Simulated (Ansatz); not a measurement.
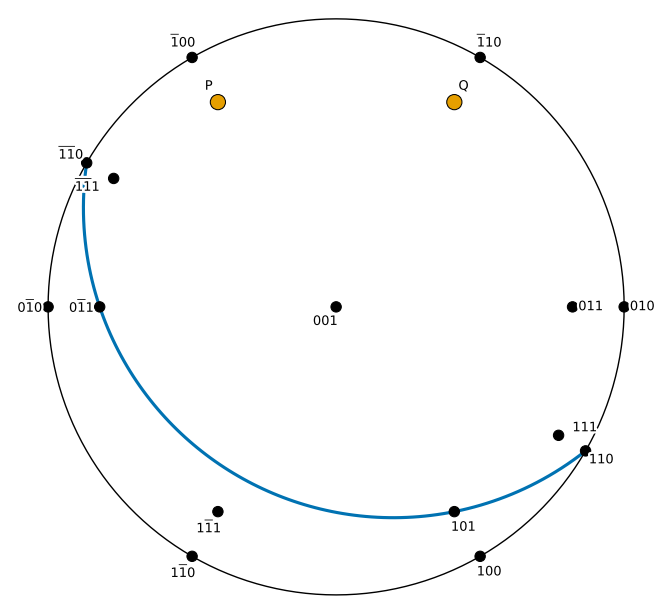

For Si, coordinates from a relaxation with DFT PBE, scalar-relativistic, plane waves, PAW in Ansatz 0.2.0; the starting structure was generated, so it need not be a known form of this composition: stereographic projection of plane normals (upper hemisphere) centred on (0 0 1). Symmetry computed with spglib at a tolerance of 0.002 Å; standard conventional cell.

a = 2.851 Å, b = 2.851 Å, c = 12.428 Å, α = 90.00°, β = 90.00°, γ = 120.00°.

**Index the poles marked P, Q.**

P is (−1 0 1), in four indices (−1 0 1 1), 78.8° from the centre; Q is (−1 1 1), in four indices (−1 1 0 1), 78.8° from the centre.

**Which zone does the coloured great circle trace?**

The zone [1 −1 −1]: its poles satisfy h − k − l = 0.

**What is the angle between the normals of (−1 −1 1) and (1 1 0), and what are their d_hkl = 1/|g|?**

173.5°; d = 1.416 Å and 1.426 Å.
